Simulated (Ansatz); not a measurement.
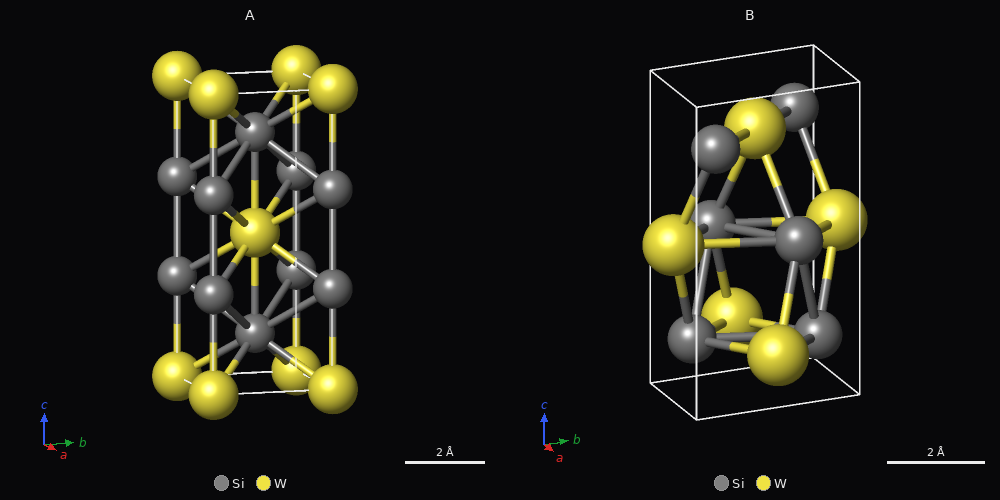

Two structures of Si₂W, each relaxed (cell and atoms) at zero pressure; conventional cells in solid outline, small ones repeated, each panel with its own scale. Alike in all runs: Ansatz 0.2.0; functional LDA; potentials Ansatz PAW; cutoff 420 eV; occupations fermi-dirac, width 0.05 eV; no spin polarisation; no spin-orbit coupling. The k meshes have like spacings.

> Name the structure in each panel.

A: 6 atoms a cell on a body-centred tetragonal lattice, I4/mmm; B: 9 atoms a cell on a primitive hexagonal lattice, P6₂22.

> Rank them by energy, lowest first.

A, then B (+67 meV/atom), static energies at zero smearing.

> Collect the results in a table.

| panel | space group | E − E(lowest) (meV/atom) | volume (Å³/atom) | gap (eV) |
| --- | --- | --- | --- | --- |
| A | I4/mmm | 0 | 13.1 | metal |
| B | P6₂22 | 67 | 13.1 | 0.21 |

The starts are database entries or structure types tried for this composition, and the most stable form need not be among them. Gaps are the least found on the k-mesh, which misses some points of high symmetry; where the band edges lie there, the true gap is smaller, at times by an eV.

Caveat: the plane-wave basis is chosen anew once the cell has moved, so the energies of steps on either side of that aren't comparable; spin-orbit coupling is left out, which shifts the gaps of compounds of heavy elements; semilocal functionals give gaps below the measured ones; gaps of a few tenths of an eV or less are fragile: at this level of theory the bands may already be inverted off the mesh, while measured gaps, where the compound is known, are often wider than semilocal functionals give.
